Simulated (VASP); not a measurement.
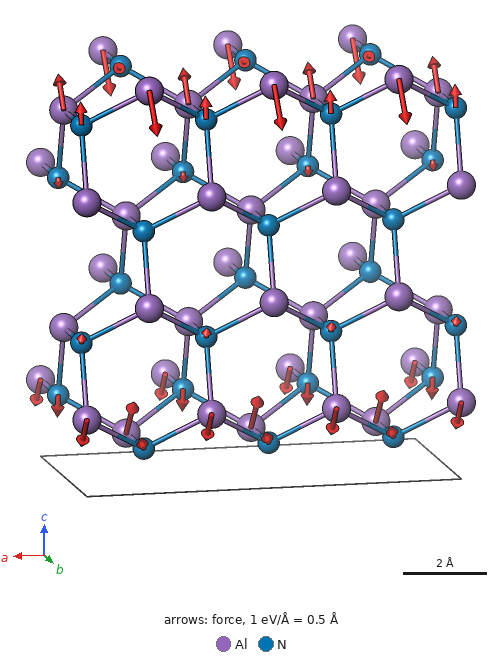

Starting geometry of a slab of composition AlN with the computed forces as red arrows. A ball-and-stick model of the 3 × 1 repeat of the cell, outlined in the plane, without the vacuum (origin shifted), seen from a free direction.

The run lets the atoms move in a fixed cell.

The calculation used VASP 6.6.1, Kohn-Sham DFT of a periodic cell, PBEsol, VASP PAW PBE potentials, recommended.

Input file:
```
PREC = Accurate
ENCUT = 520
EDIFF = 1E-7
ISMEAR = 0
SIGMA = 0.05
LREAL = False
LASPH = True
NELM = 100
ALGO = Normal
ISIF = 2
LWAVE = False
LCHARG = False
LDIPOL = True
IDIPOL = 3
DIPOL = 0.5 0.5 0.500
GGA = PS
IBRION = 2
NSW = 100
EDIFFG = -0.015
KPAR = 8
```

Launched with:
```bash
cat potpaw_PBE.64/Al/POTCAR potpaw_PBE.64/N/POTCAR > POTCAR
mpirun -np 8 vasp_std > vasp.out
```

**Is this structure relaxed? If not, where do the atoms go?**

It isn't relaxed: the largest force vector, on Al atoms, is 2.60 eV/Å. The final displacements follow the starting forces only in part (cosine between the two patterns 0.83). Over 19 geometry steps the energy falls by 0.968 eV per cell of the calculation. Largest force component: 1.9 eV/Å at the start, 0.01 eV/Å at the end. The largest moves relative to the layer's centre, 0.29 Å, are those of Al atoms. By element the largest moves are Al 0.29 Å, N 0.04 Å. The cell doesn't change. Some distances before and after: Al–N 1.893 → 1.770 Å, Al–N 1.894 → 1.961 Å, Al–N 1.894 → 1.833 Å, Al–N 1.894 → 1.877 Å. Among the angles between lasting bonds that change: Al–N–Al 110.5° → 101.3°, N–Al–N 108.4° → 116.5°, N–Al–N 110.5° → 115.5°.
